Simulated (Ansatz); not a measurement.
# How PbS (Galena) absorbs and reflects light

What colour and refractive index does PbS (Galena) have at this level of theory? The cell comes from an older database entry, whose edges can differ from later determinations, mostly by under a per cent.

Program: Ansatz 0.2.0. Level of theory: DFT, PBE, plane-wave PAW, default files, scalar-relativistic, independent-particle optical response without local fields. Results are calculated unless marked as measured.

The database entry behind the starting cell differs from later determinations by our own check (about 0.1 % short), so it need not match the best structure at ambient conditions.

## Step 1: Set-up

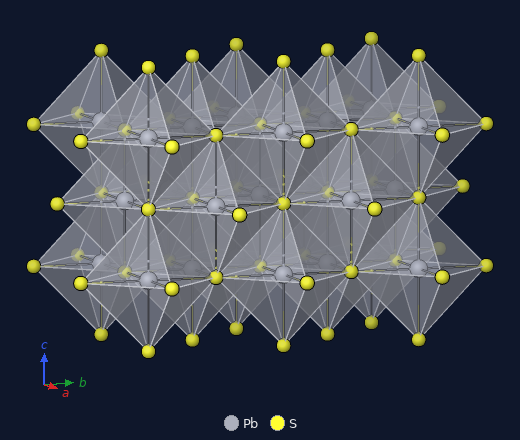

The cell as given, slightly off an axis (lead light grey, sulfur yellow). 1×2×1 cells are drawn. This picture shows the conventional cell, with its axes. Some periodic images of atoms are drawn too.

## Step 2: Ground state and bands

First the ground state: is it a metal or has it a gap?

This step: DFT, PBE, plane-wave PAW, default files, scalar-relativistic, ground state (Ansatz 0.2.0).

input.yaml reads:

```yaml
crystal:
  lattice:
    - [0.0, 2.96575, 2.96575]
    - [2.96575, 0.0, 2.96575]
    - [2.96575, 2.96575, 0.0]
  atoms:
    - { symbol: Pb, position: [0.0, 0.0, 0.0] }
    - { symbol: S, position: [0.5, 0.5, 0.5] }
kpoints:
  mp_grid: { grid: [7, 7, 7] }
  band_path:
    path:
      - [[0.0, 0.0, 0.0], [0.5, 0.0, 0.5], [0.5, 0.25, 0.75], [0.375, 0.375, 0.75], [0.0, 0.0, 0.0], [0.5, 0.5, 0.5], [0.625, 0.25, 0.625], [0.5, 0.25, 0.75], [0.5, 0.5, 0.5], [0.375, 0.375, 0.75]]
      - [[0.625, 0.25, 0.625], [0.5, 0.0, 0.5]]
    npoints: 6
scf:
  occupations: { method: fermi_dirac, width: 0.05 }
  n_extra_bands: 6
hamiltonian:
  xc: pbe
  pseudopotentials: { kind: paw }
output:
  forces: true
  stress: true
  populations: true
  write_bands: true
  write_density: true
  write_potential: true
  elf: true
  volumetric_format: npy
```

On the command line:

```console
ansatz run input.yaml --threads 4 --pin off --max-ram 8192MiB --backend cpu --events-out ev --progress --plain --runs-dir out
```

Numbers of over 12 decimals in the logs are rounded to 6 here.

Log:

```text
scf.n_extra_bands = 6 over 10 filled bands (N_el = 20.0): the run solves 16 bands
Engine: ansatz 0.2.0, x86_64-unknown-linux-gnu
Pseudopotentials: kind: paw
Pseudopotential: Pb, paw, valence charge 14, recommended cutoff 420 eV (normal), Pb.paw.azcp
Pseudopotential: S, paw, valence charge 6, recommended cutoff 420 eV (normal), S.paw.azcp
Functional definition: PBE
  parameter kappa = 0.804
  parameter beta = 0.066725
  exchange = pbe_x(kappa = kappa, mu = beta*pi^2/3)
  correlation = pbe_c(beta = beta)
Crystal: 2 atoms, lattice volume = 52.172 Å³
Basis set: ecut = 420 eV, 965 PW (Γ), exchange–correlation on 60×60×60 points (8 copies of the dense FFT grid, shifted against one another)
Bands: 16, of which v1, the nominal top of the filled ones, is band 10 counted from 1 (9 counted from 0)
Symmetry: 48 space group operations
Space group: Fm-3m (ITA 225), of the structure as read, at distance tolerance 3.7e-5 Å
k-points: 20 of 343
Non-local potential: Pb, projectors of the file, l = 0: 2, l = 1: 2, l = 2: 2, l = 3: 2
Non-local potential: S, projectors of the file, l = 0: 2, l = 1: 2, l = 2: 2
PAW form: soft (Blöchl's): semilocal exchange-correlation on the pseudo side does not see the compensation charge
PAW one-centre angular grid: Pb, 590 points (default); XC on 64 Gauss nodes
PAW one-centre angular grid: S, 110 points (default); XC on 64 Gauss nodes
Initial density: superposition of atomic densities (neutral atoms: chi_scale 0, normalization atom), corrected by the library's trained network
Initial wavefunctions: pseudopotential atomic-orbital guess
Functional: x = pbe(κ = 0.804, μ = 0.219515), c = pbe(β = 0.066725)
SCF iter   1: F=—  HF=-12809.559990 eV  |F-HF|=—  |Δ(HF+E_count)|=         —  Δρ=8.23e-4  dr2=5.16e-4  ethr=1.77e-3  ⟨swp⟩=6.8  Hψ=1888  notcnv=0
preconditioner: auto → none  [insulator: Δε(μ)=0.954 eV  Ē_g=17.298 eV  σ=0.050 eV  W_gap=1.00  n_scr=14 (ndim 8)  ℏωp=23.0 eV  f_vac=0.000  D(μ)=0.00/eV (n_scr^D=0)  ε∞_Penn≈2.8]
SCF iter   2: F=—  HF=-12809.559444 eV  |F-HF|=—  |Δ(HF+E_count)|=   5.47e-4  Δρ=4.54e-4  dr2=1.31e-4  ethr=2.58e-6  ⟨swp⟩=2.1  Hψ=687  notcnv=0  defer=4
SCF iter   3: F=—  HF=-12809.559440 eV  |F-HF|=—  |Δ(HF+E_count)|=   4.09e-6  Δρ=1.76e-4  dr2=1.88e-5  ethr=6.55e-7  ⟨swp⟩=2.5  Hψ=494  notcnv=0  defer=4
SCF iter   4: F=—  HF=-12809.559453 eV  |F-HF|=—  |Δ(HF+E_count)|=   1.31e-5  Δρ=4.57e-5  dr2=9.71e-7  ethr=9.41e-8  ⟨swp⟩=2.2  Hψ=397  notcnv=0  defer=4
iter 5 did not close the SCF: its close was put off for the readings that it lacked (scf_convergence_deferred on its scf_iter line)
SCF iter   5: F=-12809.559453 eV  HF=-12809.559453 eV  |F-HF|=1.27e-8  |Δ(HF+E_count)|=   8.24e-8  Δρ=6.35e-6  dr2=2.15e-8  ethr=4.86e-9  ⟨swp⟩=2.0  Hψ=467  notcnv=0  defer=4
SCF iter   6: F=-12809.559453 eV  HF=-12809.559453 eV  |F-HF|=6.37e-11  |Δ(HF+E_count)|=   4.02e-9  Δρ=4.75e-7  dr2=1.07e-10  ethr=1.08e-10  ⟨swp⟩=9.3  Hψ=2033  notcnv=0
SCF 1 converged in 6 iterations: F = -12809.559453 eV  dr2 = 1.07e-10
  greatest PAW one-centre occupation: 0.982 electrons in one spin orbital (limit 2), on the Pb atom at site 0 (counted from 0), in its partial waves of l = 2
NSCF: frozen V_eff on 62 k-points
SCF converged after 6 iterations
Free energy (F): -12809.559453 eV
Harris-Foulkes:  -12809.559453 eV  (|F-HF|=6.37e-11)
Internal energy: -12809.559449 eV  (E = F + TS)
E sigma→0 (E₀):  -12809.559451 eV
Entropy (-TS):   -0.000004 eV (-0.002 meV/atom)
Fermi energy:    8.668692 eV
--- Per-component energies (eV) ---
  E_band       = -55.249458
  E_kinetic    = 393.716653
  E_local      = -1221.409521  (includes V_loc(G=0)·N_el)
  E_nonlocal   = 378.558600
  E_hartree    = 474.933852
  E_xc         = -318.596898
  E_vxc        = -220.579019  (∫ρ·V_xc dr)
  E_paw        = -11003.405783  (= ΣΔE_a)
  E_vpaw       = -335.404292  (= ΣTr[D̂ρ^β])
  E_aug_tail   = 0.000052  (compensation charges beyond the density's cutoff)
  E_ewald      = -1513.356403
  E_smearing   = -0.000004  (= −TS)
  E_closure    = 0.000000  (closes the sum)
  Σ components = -12809.559453   (vs F -12809.559453, Δ=0.00e0)
--- Forces (eV/Å), atoms counted from 1 ---
  atom   1  Pb    -0.00000000     0.00000000     0.00000000
  atom   2  S      0.00000000    -0.00000000    -0.00000000
  max |Σ_I F_I| component: 8.81e-30 eV/Å
--- Stress (GPa, compression-positive) ---
        2.178417      -0.000000       0.000000
        0.000000       2.178417      -0.000000
       -0.000000       0.000000       2.178417
  P = ⅓ Tr σ = 2.1784 GPa (21.784 kbar)
--- Band table (eV; the first three rows and the last of 20) ---
  k-point 0: bands = [... 6 lower, 2.4220, 6.2725, 6.2725, 6.2725, 13.6646, 13.6646, 13.6646, 15.1483, ... 2 higher]
  k-point 1: bands = [... 6 lower, 1.8458, 6.3270, 6.3270, 6.7019, 12.1891, 12.7008, 12.7008, 15.1107, ... 2 higher]
  k-point 2: bands = [... 6 lower, 0.7000, 6.4766, 6.4766, 7.4704, 10.4039, 11.3584, 11.3584, 15.4820, ... 2 higher]
  k-point 19: bands = [... 6 lower, 0.4160, 3.9016, 4.5889, 7.1910, 10.7595, 12.7900, 13.2424, 15.8458, ... 2 higher]
--- Löwdin populations: 2 sites ---
  site symbol       q [e]
     0     Pb     13.4809
     1      S      6.4596
  spilling = 0.002975 (of n_electrons = 20.000000)
```

The job ended after 4.9 s (4 threads of Intel Xeon Platinum 8488C (Sapphire Rapids), shared host; peak memory 0.42 GiB; 2.9 s of CPU time).

This step gave:

```
free energy                  : -12809.5595 eV
Fermi energy                 : 8.669 eV
gap by band count            : 0.9506 eV
electrons                    : 20
symmetry operations          : 48
pressure                     : 2.178 GPa
volume                       : 52.17 Å³
gap on the path              : 0.3578 eV
least direct gap on the path : 0.3578 eV
```

There is a gap, 0.36 eV on the path, so no carriers' term is needed. The cell is left with a pressure of 2.2 GPa, as it stands unrelaxed at this level.

The electronic bands at the labelled points (eV, zero at the Fermi level; v1 is the highest filled band, c1 the lowest empty one):

```csv
point,v4,v3,v2,v1,c1,c2,c3,c4
Γ,-6.25,-2.40,-2.40,-2.40,5.00,5.00,5.00,6.48
X,-7.41,-5.42,-3.67,-3.67,3.63,5.36,5.46,5.46
W,-8.16,-4.65,-4.65,-1.25,1.97,4.44,4.44,7.93
K,-8.19,-5.00,-3.16,-2.70,3.10,3.91,4.83,6.00
Γ,-6.25,-2.40,-2.40,-2.40,5.00,5.00,5.00,6.48
L,-9.06,-2.00,-2.00,-0.21,0.14,1.74,1.74,8.44
U,-8.19,-5.00,-3.16,-2.70,3.10,3.91,4.83,6.00
W,-8.16,-4.65,-4.65,-1.25,1.97,4.44,4.44,7.93
L,-9.06,-2.00,-2.00,-0.21,0.14,1.74,1.74,8.44
K,-8.19,-5.00,-3.16,-2.70,3.10,3.91,4.83,6.00
jump to U,-8.19,-5.00,-3.16,-2.70,3.10,3.91,4.83,6.00
X,-7.41,-5.42,-3.67,-3.67,3.63,5.36,5.46,5.46
```

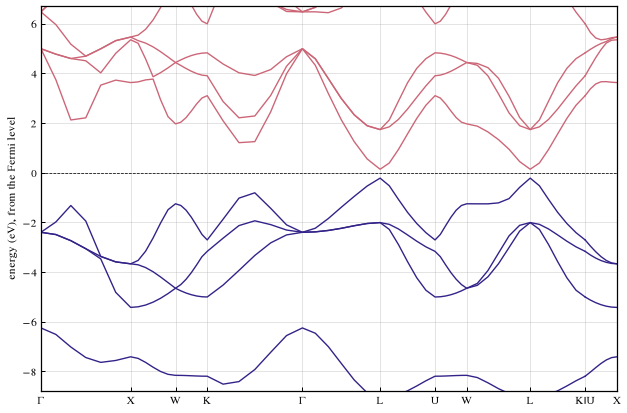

Electronic bands along the path; lines of filled and empty bands in two colours.

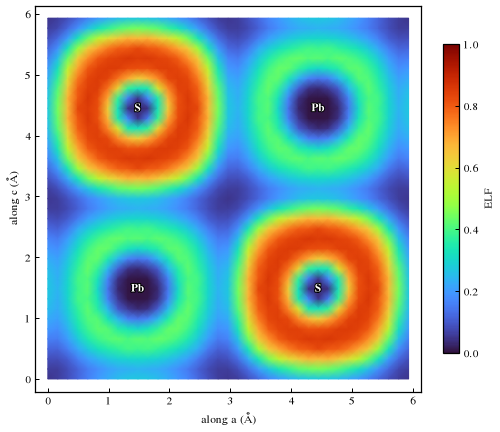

ELF in the ac plane of the conventional cell at fractional y = 0.000, with atoms of Pb and S within 0.2 Å of it. It is the smooth field of the valence electrons, not physical close to the nuclei. The map starts off the cell's origin, so that atoms lie inside it.

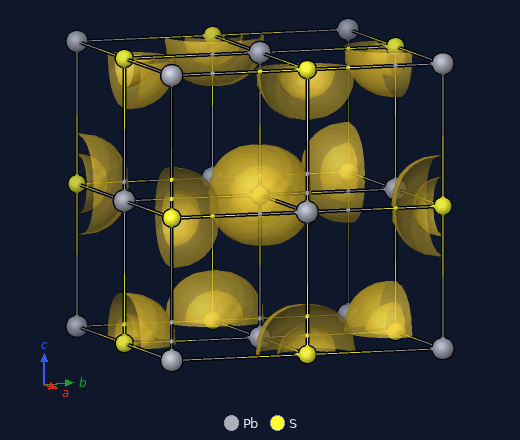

Surface of ELF = 0.78.

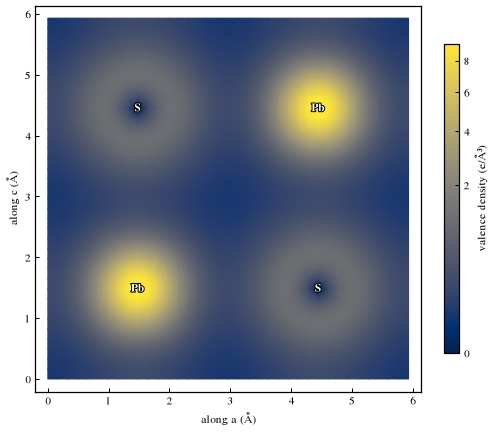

Valence density in the ac plane of the conventional cell at fractional y = 0.000, with atoms of Pb and S within 0.2 Å of it. It is the smooth field of the valence electrons, not physical close to the nuclei. The map starts off the cell's origin, so that atoms lie inside it. The colour scale is stretched toward low values.

## Step 3: Spectrum

The spectrum is a sum over vertical transitions between filled and empty bands at the fixed density, so many empty bands are needed.

This step: DFT, PBE, plane-wave PAW, default files, scalar-relativistic, independent-particle optical response without local fields (Ansatz 0.2.0).

input.yaml, the sections that differ from step 2:

```yaml
kpoints:
  mp_grid: { grid: [7, 7, 7] }
scf:
  occupations: { method: fixed }
output:
  optics:
    e_range: [0, 20]
    de: 0.05
    sigma: 0.1
    nscf_kmesh: { grid: [8, 8, 8] }
    bands: { spectra_wanted_up_to: 20 }
# crystal, hamiltonian: as in step 2
```

Log:

```text
[...]
Crystal: 2 atoms, lattice volume = 52.172 Å³
Basis set: ecut = 420 eV, 965 PW (Γ)
Bands: 14, of which v1, the nominal top of the filled ones, is band 10 counted from 1 (9 counted from 0)
Symmetry: 48 space group operations
[...]
k-points: 20 of 343
[...]
SCF iter   1: F=—  HF=-12809.560762 eV  |F-HF|=—  |Δ(HF+E_count)|=         —  Δρ=8.86e-4  dr2=6.30e-4  ethr=1.77e-3  ⟨swp⟩=4.9  Hψ=1377  notcnv=0  defer=31
[...]
SCF iter  10: F=-12809.559464 eV  HF=-12809.559464 eV  |F-HF|=3.64e-12  |Δ(HF+E_count)|=  5.46e-12  Δρ=2.21e-9  dr2=1.63e-15  ethr=1.00e-12  ⟨swp⟩=4.6  Hψ=1210  notcnv=0
SCF 1 converged in 10 iterations: F = -12809.559464 eV  dr2 = 1.63e-15
[...]
NSCF: frozen V_eff on 29 k-points
output.optics: what the bands over the 35 summed would add to eps1, eps2 and the energy-loss function is held between a lower and an upper bound (7 Lanczos steps). eps1, eps2 and their loss function (loss_summed_bands) are given on every row as the summed bands alone make them. Along an axis, on a row where the two bounds hold the loss function to about 1 % of the greater of itself and 0.5 % of |1/eps|, its cell (loss_completed) is given, with the completed eps1 and eps2 that it is formed of (a cell that is left empty reads nan in the table and null in the record). The two bounds hold it so along every axis on all 401 rows up to 20.000 eV. [rest of the remark cut]
SCF converged after 10 iterations
Free energy (F): -12809.559464 eV
[...]
Internal energy: -12809.559464 eV  (E = F + TS)
E sigma→0 (E₀):  -12809.559464 eV
Fermi energy:    8.192813 eV
[...]
--- Band table (eV; the first three rows and the last of 20) ---
  k-point 0: bands = [... 6 lower, 2.4220, 6.2725, 6.2725, 6.2725, 13.6646, 13.6646, 13.6646, 15.1483]
  k-point 1: bands = [... 6 lower, 1.8458, 6.3270, 6.3270, 6.7019, 12.1891, 12.7008, 12.7008, 15.1107]
  k-point 2: bands = [... 6 lower, 0.7000, 6.4766, 6.4766, 7.4704, 10.4039, 11.3584, 11.3584, 15.4820]
  k-point 19: bands = [... 6 lower, 0.4159, 3.9016, 4.5889, 7.1910, 10.7595, 12.7900, 13.2424, 15.8458]
```

Elapsed: 3.7 s, on 4 threads; peak memory 0.68 GiB.

This step gave:

* electronic dielectric constant ε∞, mean over x, y and z (by symmetry where fewer were run): 17.87
* absorption onset, first axis (α over 10⁴ cm⁻¹, or the direct gap if that lies higher): 0.5674 eV
* main peak of Im epsilon, first axis: 3.023 eV
* centre of weight of the strongest loss peak in the window: 15.43 eV
* photocurrent from vertical transitions in a film 500 nm thick on a perfect mirror (two passes), AM1.5G, no front reflection, all carriers collected: 62.86 mA/cm²
* least direct gap on the mesh: 0.3578 eV
* bands summed: 35
* spectra valid up to: 25.39 eV
* program's estimate of the k-sum error in Im epsilon: 0.8 %
* electrons in the f-sum: 16.98

The Im ε, any direction has structure finer than the step of the table below, so its rows give means over 1 eV, whole bins alone (the curve runs from 0 to 20 eV). Peaks (eV: height): 3.0: 37.6.

The Im ε, any direction by photon energy; means over each step:

```
photon energy (eV)  Im ε, any direction
                 1                 2.98
                 2                 12.1
                 3                 30.2
                 4                 12.7
                 5                 5.62
                 6                 3.17
                 7                 3.22
                 8                 2.65
                 9                 3.21
                10                 2.32
                11                 1.87
                12                 1.46
                13                0.897
                14                0.516
                15                0.389
                16                0.313
                17                0.246
                18                0.407
                19                0.629
```

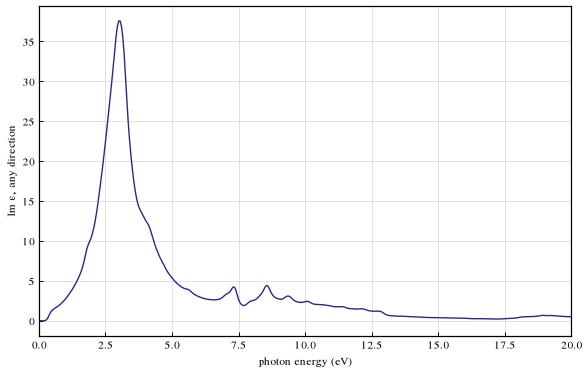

Im ε, any direction, plotted against photon energy.

The Re ε, any direction by photon energy:

```
photon energy (eV)  Re ε, any direction
                 0                 17.9
                 2                 23.6
                 4                -6.71
                 6                -2.44
                 8               0.0747
                10               -0.827
                12               -0.770
                14               -0.346
                16                0.156
                18                0.771
                20                0.539
```

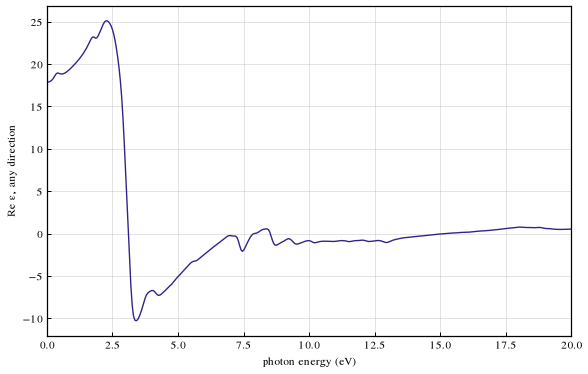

Re ε, any direction against photon energy.

[end of part 1 of 2]

[Logs are printed without paths, hosts, clocks, repeated set-up lines and the standing remarks that a program may print on its own settings, such as how far it seeks lower states.]

[Hosts, paths, dates, database ids (printed as entryN), source tags and the programs' standing remarks are cut or masked in the printed files.]
